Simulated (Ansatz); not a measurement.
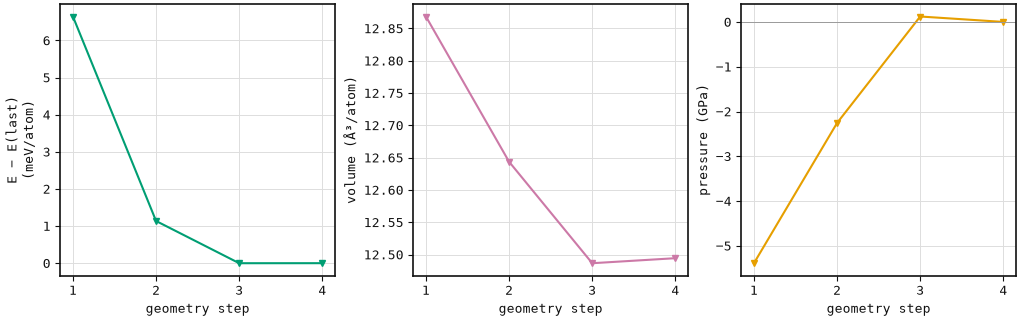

History of a geometry optimisation. Atoms and cell relax. A closing SCF on a freshly chosen basis isn't drawn.

- system: CoSi₂ (Fm-3m, 3 atoms in the cell)
- method: DFT PBEsol, scalar-relativistic, plane waves, PAW in Ansatz; cutoff 420 eV, 14×14×14 k-mesh, Gaussian smearing of 0.1 eV

Q: How did it end, and what did it gain?

A: The optimisation met its thresholds at geometry 4, counting the start as the first. The energy fell by about 6.6 meV/atom from the first step to the last. All forces vanish by symmetry, so only the cell moves.

Q: What happens to the cell?

A: The volume shrinks from 12.87 to 12.49 Å³ per atom (−2.9 %), as the pressure goes from −5.4 GPa to about 0 GPa. The start was expanded.
